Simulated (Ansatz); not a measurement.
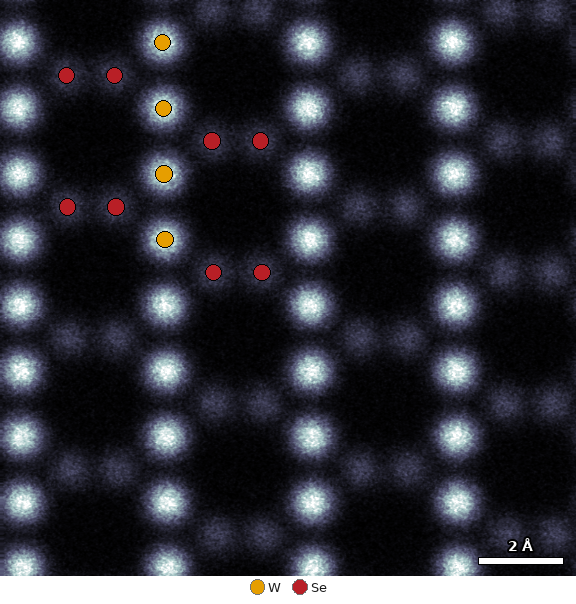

HAADF-like image of WSe (P6_3/mmc, No. 194) along [101]. The image is simulated as a sum over atoms of Z^1.7, blurred by a 0.76 Å probe (no channelling). Shot noise and a slight drift were added. Model: the geometry relaxed with DFT PBE, scalar-relativistic, plane waves, PAW in Ansatz; the starting structure was generated, so it need not be a known form of this composition.

Coloured dots in one corner mark the columns of the model.

### What can be read from this image?

The columns repeat on a centred rectangular net of 3.19 × 7.05 Å (plane group c2mm). The brightest columns hold 1 W per repeat; in falling brightness follow 1 Se (about 25 %). Brightness is counted from the darkest point of the image. The shortest distance between visible columns is 1.18 Å in projection (between Se columns). Along the beam the structure repeats every 6.56 Å.

```csv
column,atoms along the beam per repeat,peak brightness
W,1 W,100 %
Se,1 Se,25 %
```
